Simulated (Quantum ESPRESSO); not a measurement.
**A series of single points on Al**

System: Al (Fm-3m, 1 atom in the cell).
Method: Kohn-Sham DFT of a periodic cell, PBE with D3(BJ), PseudoDojo 0.4.1 SR PBE standard, no spin polarisation (Quantum ESPRESSO 7.5).

The 7 runs differ only in the geometry, by an even scaling of the cell at fixed fractional positions. The structure derives from an entry of the Crystallography Open Database.

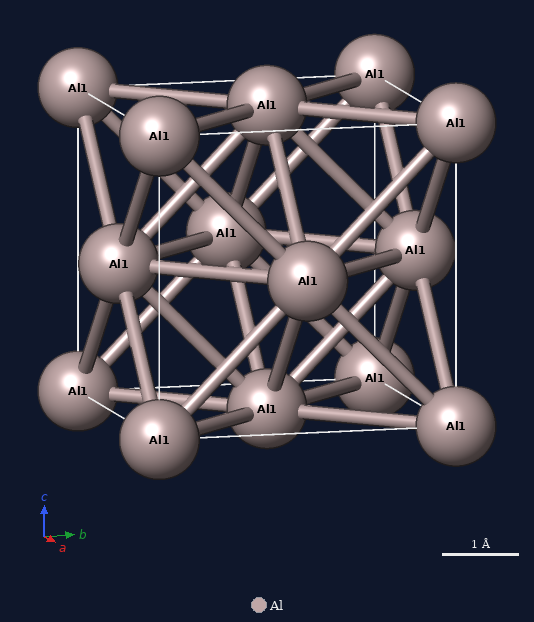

Figure 1. The structure of run 4 (ball-and-stick view of the cell 4 times as large as that of the calculation, set on its symmetry axes, seen slightly off an axis; atoms are numbered from 1 in the order of the input).

### Input of run 4
```
&CONTROL
  calculation = 'scf'
  prefix = 'pwscf'
  outdir = './tmp'
  pseudo_dir = './pseudo'
  tprnfor = .true.
  tstress = .true.
  disk_io = 'nowf'
/
&SYSTEM
  ibrav = 0
  nat = 1
  ntyp = 1
  ecutwfc = 40
  nbnd = 6
  occupations = 'smearing'
  smearing = 'fd'
  degauss = 0.00367493
  vdw_corr = 'grimme-d3'
  dftd3_version = 4
/
&ELECTRONS
  conv_thr = 2d-10
  electron_maxstep = 120
  mixing_beta = 0.5
/
ATOMIC_SPECIES
Al    26.9815 Al.upf
CELL_PARAMETERS angstrom
   0.0000000000    2.0248050000    2.0248050000
   2.0248050000    0.0000000000    2.0248050000
   2.0248050000    2.0248050000    0.0000000000
ATOMIC_POSITIONS crystal
Al     0.0000000000    0.0000000000    0.0000000000
K_POINTS automatic
11 11 11 0 0 0
```

Command:
```bash
OMP_NUM_THREADS=1 pw.x -in pw.in > pw.out
```

Lattice vectors (Å) and fractional positions of run 4:
```
   0.000000    2.024805    2.024805
   2.024805    0.000000    2.024805
   2.024805    2.024805    0.000000
Al  0.000000  0.000000  0.000000
```

Run 6 differs from it as follows:
```diff
-   0.0000000000    2.0248050000    2.0248050000
-   2.0248050000    0.0000000000    2.0248050000
-   2.0248050000    2.0248050000    0.0000000000
+   0.0000000000    2.0514502267    2.0514502267
+   2.0514502267    0.0000000000    2.0514502267
+   2.0514502267    2.0514502267    0.0000000000
```

### Results, with one run withheld

```tsv
run	volume per atom (Å³)	free energy per atom, from the lowest run given (meV)	pressure (GPa)
1	15.607	0.83	1.34
2	15.939	0.00	−0.53
3	16.271	2.85	−2.21
4	16.603	8.98	−3.71
5	16.935	18.06	−5.04
6	17.267	?	?
7	17.599	43.76	−7.28
```

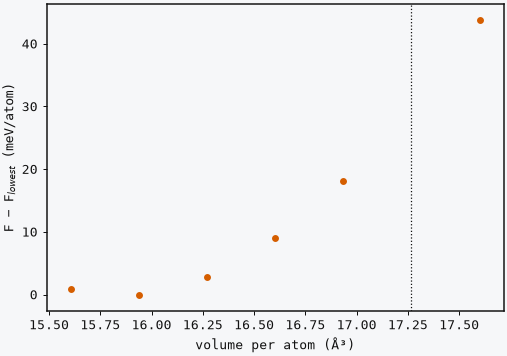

Figure 2. Free energy per atom of the runs given; the dotted line marks run 6.

Estimate the energy of run 6 from the others.

A cubic polynomial in V^(−2/3) (the Birch–Murnaghan form), fitted to the 6 runs given, misses them by at most 0.01 meV per atom. With x = V^(−2/3) − 0.15447 Å⁻², it reads F = 6.1862 − 3118.3 x + 3.8085e+05 x² + 5.6499e+05 x³ (meV per atom). At run 6 it gives 29.74 meV per atom, and the run itself gives 29.76. The slope of the fit gives a pressure −dF/dV of −6.22 GPa there, and the run prints −6.23 GPa. The fit has its minimum at 15.843 Å³ per atom, where V d²F/dV² gives 87.6 GPa: the bulk modulus at this level, since symmetry fixes the shape and the positions.

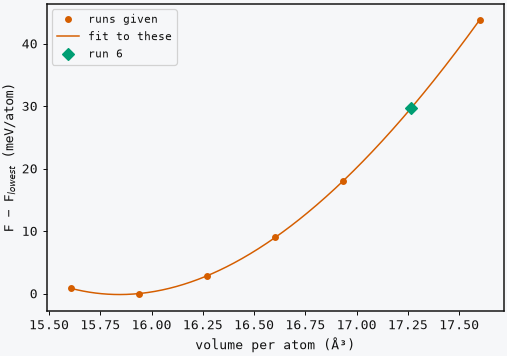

Figure 3. The fit and the withheld run.

### Some lines of the output (run 6)
```
[...]
     unit-cell volume          =     116.5224 (a.u.)^3
     number of k points=    56  Fermi-Dirac smearing, width (Ry)=  0.0037
     total energy              =      -4.65802008 Ry
     total energy              =      -4.65770423 Ry
     total energy              =      -4.65773718 Ry
     total energy              =      -4.65773965 Ry
     total energy              =      -4.65773966 Ry
     the Fermi energy is     7.4844 ev
!    total energy              =      -4.65773966 Ry
     The total energy is F=E-TS. E is the sum of the following terms:
     Computing stress (Cartesian axis) and pressure
          total   stress  (Ry/bohr**3)                   (kbar)     P=      -62.29
```
